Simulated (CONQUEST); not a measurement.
## Run report: PbF2, polarisation calculation

The run: polarisation calculation of PbF2 (Fm-3m, 6 atoms in the cell). Method and program: Kohn-Sham DFT of a periodic cell, SOGGA, PseudoDojo NC PBEsol, no spin polarisation (CONQUEST 1.3).

The structure derives from an entry of the Crystallography Open Database. The geometry was changed: volume scaled by 1.15.

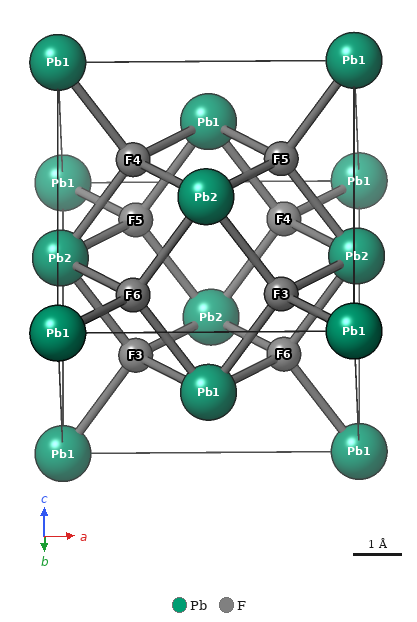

Figure 1. The input geometry (ball-and-stick view of the cell 2 times as large as that of the calculation, set on its symmetry axes, seen at an oblique angle; atoms are numbered from 1 in the order of the input). Near neighbours in the crystal (not all of them lie inside the picture): Pb has 8 F at 2.69 Å; F has 4 Pb at 2.69 Å.

**Input**
```
IO.Title PbF2
IO.Coordinates coords.dat
IO.FractionalAtomicCoords T
IO.Iprint 2
IO.Iprint_init 1
General.NumberOfSpecies 2
General.PseudopotentialType hamann
General.FunctionalType -150130
General.DifferentFunctional T
AtomMove.TypeOfRun static
AtomMove.FullStress T
Grid.GridCutoff 100
DM.SolutionMethod diagon
Diag.MPMesh T
Diag.GammaCentred F
Diag.MPMeshX 1
Diag.MPMeshY 1
Diag.MPMeshZ 1
Diag.kT 0.00099223
minE.SCTolerance 1e-6
SC.MaxIters 100
IO.AtomChargeOutput T
General.CalcPol T
General.PolDir 0
%block ChemicalSpeciesLabel
1 207.200 Pb
2 19.000 F
%endblock
```

Command:
```bash
Conquest
```

**Output**
```
Simulation cell dimensions:     8.2980 a0 x     8.2980 a0 x    11.7352 a0

      Atomic coordinates (a0)
         Atom         X         Y         Z  Species
            1    0.0000    0.0000    0.0000        1
            2    4.1490    4.1490    5.8676        1
            3    0.0000    4.1490    2.9338        2
            4    4.1490    0.0000    8.8014        2
            5    0.0000    4.1490    8.8014        2
            6    4.1490    0.0000    2.9338        2

         Monkhorst-Pack mesh:   1 x   1 x   1
         Monkhorst-Pack mesh shift:     0.000000   0.000000   0.000000
        This calculation includes non-local pseudopotentials,
         with a maximum core radius of      7.54117217

    Job title: PbF2
    Job to be run: static calculation

    Ground state search:
      Support functions represented with PAO basis
      1:1 PAO to SF mapping
      Non-spin-polarised electrons
      Solving for the K matrix using diagonalisation
      Using Fermi-Dirac smearing

    Integration grid size:     40 x   40 x   60

    Integration grid spacing:  0.207 a0 x 0.207 a0 x 0.196 a0

    Number of species:  2
    --------------------------------------------------------
    |   #  mass (au)  Charge (e)  SF Rad (a0)  NSF  Label  |
    --------------------------------------------------------
    |   1    207.200      14.000        7.883   14  Pb     |
    |   2     19.000       7.000        4.771    9  F      |
    --------------------------------------------------------
          SCF tolerance:                 0.00000100
          SCF iterations:               100

    LibXC version:  6. 2. 2
    Using the GGA functional Second-order generalized gradient approximation
    Using the GGA functional Perdew, Burke & Ernzerhof

           radial cut-off to be used is taken to be max PAO cut-off radius for this species:    7.541172

           greatest ang. mom. for making density from PAOs:  2

           radial cut-off to be used is taken to be max PAO cut-off radius for this species:    4.420713

           greatest ang. mom. for making density from PAOs:  2
    Minimum blocs/proc is     1500. Maximum blocs/proc is     1500
    set_atom_dens: In set_atomic_density, electrons :      56.000000000000
 matrix_size & matrix_size_padH =           64          64

    Screened ion int: energy:    -190.131478537250 Ha

    new_SC_potl: Starting.  Tolerance:  0.10000E-05

    PulayMixSC: Starting Pulay mixing, A_up =  0.500 A_dn =  0.500
    PulayMixSC: Spin non-polarised calculation.
          Harris-Foulkes Energy            :      -238.646513898125789 Ha
          (TS=0 as O(N) or entropic contribution is negligible)
          DFT Total Energy                 :      -238.216591156368452 Ha
          Total number of electrons        :        55.999999999999112
    PulayMixSC: Pulay iteration     1 residual:              0.51686E-02
          Harris-Foulkes Energy            :      -238.447550588377510 Ha
          (TS=0 as O(N) or entropic contribution is negligible)
          DFT Total Energy                 :      -238.433326977765375 Ha
          Total number of electrons        :        56.000019394934277
    PulayMixSC: Pulay iteration     2 residual:              0.17082E-02
          Harris-Foulkes Energy            :      -238.441859625893414 Ha
          (TS=0 as O(N) or entropic contribution is negligible)
          DFT Total Energy                 :      -238.440929450886188 Ha
          Total number of electrons        :        56.000034084146201
    PulayMixSC: Pulay iteration     3 residual:              0.55083E-03
          Harris-Foulkes Energy            :      -238.441262855090372 Ha
          (TS=0 as O(N) or entropic contribution is negligible)
          DFT Total Energy                 :      -238.440598237437371 Ha
          Total number of electrons        :        56.000054319488825
    PulayMixSC: Pulay iteration     4 residual:              0.21790E-03
          Harris-Foulkes Energy            :      -238.441037496716376 Ha
          (TS=0 as O(N) or entropic contribution is negligible)
          DFT Total Energy                 :      -238.440975336384668 Ha
          Total number of electrons        :        56.000053577816900
    PulayMixSC: Pulay iteration     5 residual:              0.67938E-04
          Harris-Foulkes Energy            :      -238.441015017490201 Ha
          (TS=0 as O(N) or entropic contribution is negligible)
          DFT Total Energy                 :      -238.441013209124776 Ha
          Total number of electrons        :        56.000053876706460
    PulayMixSC: Pulay iteration     6 residual:              0.11891E-04
          Harris-Foulkes Energy            :      -238.441014355847386 Ha
          (TS=0 as O(N) or entropic contribution is negligible)
          DFT Total Energy                 :      -238.441014323852329 Ha
          Total number of electrons        :        56.000053871393114
    PulayMixSC: Pulay iteration     7 residual:              0.14809E-05
          Harris-Foulkes Energy            :      -238.441014343846234 Ha
          (TS=0 as O(N) or entropic contribution is negligible)
          DFT Total Energy                 :      -238.441014343842255 Ha
          Total number of electrons        :        56.000053863723522
    PulayMixSC: Pulay iteration     8 residual:              0.35880E-07
    PulayMixSC: Reached SCF tolerance of  0.35880E-07 after      8 iterations
      | Number of electrons      =        56.000054
      |* band energy as 2Tr[K.H] =       -32.553058947344226 Ha
      |  screened ion-ion energy =      -190.131478537250189 Ha
      |  Ha correction           =        -1.818529012436741 Ha
      |  XC correction           =       -13.937947795430581 Ha
      |* Harris-Foulkes energy   =      -238.441014343846234 Ha
      |* DFT total energy        =      -238.441014343842255 Ha
      |  estimated accuracy      =        -0.000000000003979 Ha

      ========================================================

                    Bulk Polarization
                    ==================

    Direction:  1
    Total polarisation:        0.675448478167E-17 e / Bohr^2
    Quantum of polarisation:   0.102691686973E-01 e / Bohr^2
    Total polarisation:        0.386456268119E-15 C / m^2
    Direction:  2
    Total polarisation:        0.185129684358E-17 e / Bohr^2
    Quantum of polarisation:   0.102691686973E-01 e / Bohr^2
    Total polarisation:        0.105921516219E-15 C / m^2
    Direction:  3
    Total polarisation:        0.505010310406E-16 e / Bohr^2
    Quantum of polarisation:   0.145227976437E-01 e / Bohr^2
    Total polarisation:        0.288940468784E-14 C / m^2

    force: Forces on atoms (Ha/a0)
    force:  Atom   X              Y              Z
    force:     1  -0.0000000000  -0.0000000000  -0.0000000000
    force:     2   0.0000000000  -0.0000000000   0.0000000000
    force:     3   0.0000000000   0.0000000000   0.0000000000
    force:     4  -0.0000000000   0.0000000000  -0.0000000000
    force:     5   0.0000000000  -0.0000000000   0.0000000000
    force:     6   0.0000000000   0.0000000000  -0.0000000000

    force: Maximum force :        0.00000000(Ha/a0) on atom         2 in z direction
    force: Force Residual:        0.00000000 Ha/a0
    force: Total stress:          2.66097795     0.00000000     0.00000000 GPa
                             0.00000000     2.66097795     0.00000000
                             0.00000000     0.00000000    16.68548203
    force: Average pressure:     -7.33581264 GPa

    force: Finished force
    get_E_and_F: Change in energy during last step of electronic optimisation:  0.12001E-07

    BIBLIOGRAPHY: Please consider citing the following references in the conquest.bib file

    CONQUEST:         Bowler2002pt, Miyazaki2004, Nakata2020
    Basis:            Bowler2019
    DM:               Bowler:2006xr
    Pseudopotentials: Hamann2013, Bowler2019
    XC references from LibXC:
      J. P. Perdew, K. Burke, and M. Ernzerhof.,  Phys. Rev. Lett. 77, 3865 (1996)

    Warnings written to file Conquest_warnings; please check
```

**File coords.dat**
```
    8.2980272554     0.0000000000     0.0000000000
    0.0000000000     8.2980272554     0.0000000000
    0.0000000000     0.0000000000    11.7351826837
6
  0.0000000000   0.0000000000   0.0000000000 1 T T T
  0.5000000000   0.5000000000   0.5000000000 1 T T T
  0.0000000000   0.5000000000   0.2500000000 2 T T T
  0.5000000000   0.0000000000   0.7500000000 2 T T T
  0.0000000000   0.5000000000   0.7500000000 2 T T T
  0.5000000000   0.0000000000   0.2500000000 2 T T T
```

**Key numbers**

```csv
quantity,value
outcome,converged
space group (tolerance 0.01 Å),Fm-3m (225)
electrons treated,56
free energy,−6488.3105 eV
Fermi energy of the self-consistent step,−3.199 eV
gap on the k-point mesh,3.89 eV
pressure,−7.34 GPa
largest force (length of the vector),under 0.001 eV/Å
hardware,"1 thread of AMD EPYC (Zen 5), 16 GiB of memory available, shared host"
wall time,10 s
peak memory,0.4 GiB
```

**Remarks**

Settings chosen away from the usual ones: Diag.GammaCentred set to F. The settings depart from the standard set-up of this series, which can bear on the numbers. Further notes kept with the run: read_and_write: Functional in input file differs to pseudopotential but proceeding: -150130 -116133. Points of doubt noted for this run: potential of other functional; small atomic basis. Spin–orbit coupling is left out, which matters for Pb.
